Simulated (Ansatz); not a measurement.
Structure (in its standard cell), the input geometry of an electronic-structure calculation (not necessarily at equilibrium); the starting structure was generated, so it need not be a known form of this composition:

```xyz
4
Lattice="4.2071 0.0000 0.0000 0.0000 4.2071 0.0000 0.0000 0.0000 4.2071" Properties=species:S:1:pos:R:3 pbc="T T T"
Ga    0.0000    0.0000    0.0000
Ga    0.0000    2.1036    2.1036
Ga    2.1036    0.0000    2.1036
Ga    2.1036    2.1036    0.0000
```

Question: Predict the [001] zone-axis pattern (80 kV, kinematic, B = 0.8 Å²).

Answer: The spots form a square net with both shortest vectors at d = 2.10 Å, 90.0° apart. They are 2 0 0 and 0 2 0. The pattern has symmetry 4mm. The lattice centring (F) removes all reflections that break h + k = 2n, h + l = 2n.

Strongest reflections with d > 0.80 Å, one of each family (|F|² from tabulated Gaussian fits of the electron scattering factors, times a small damping for the curvature of the Ewald sphere):

```
  hkl  d (Å)  I (strongest = 100)
2 0 0  2.104                  100
2 2 0  1.487                   48
4 0 0  1.052                   19
4 2 0  0.941                   13
```

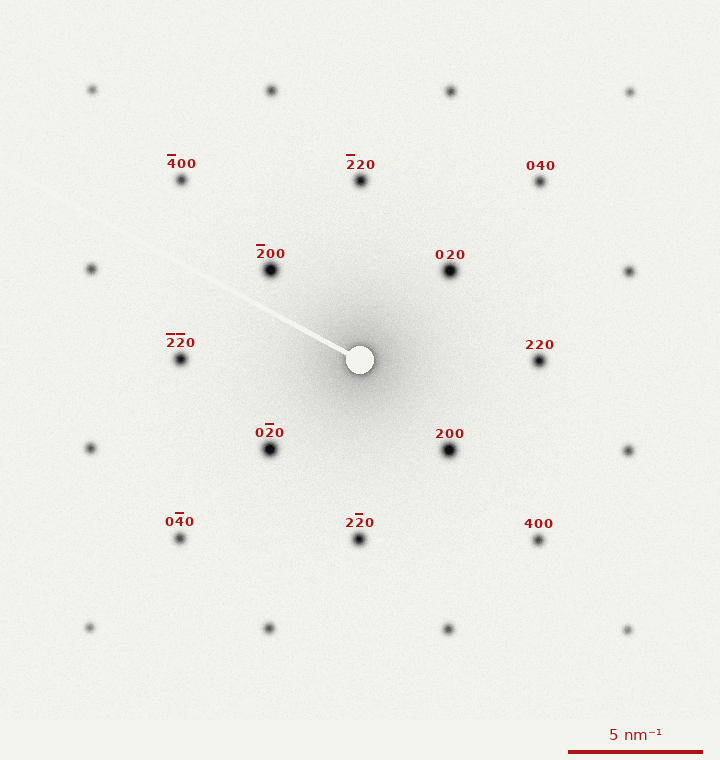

Calculated pattern, seen from the source side with [001] pointing towards the source.
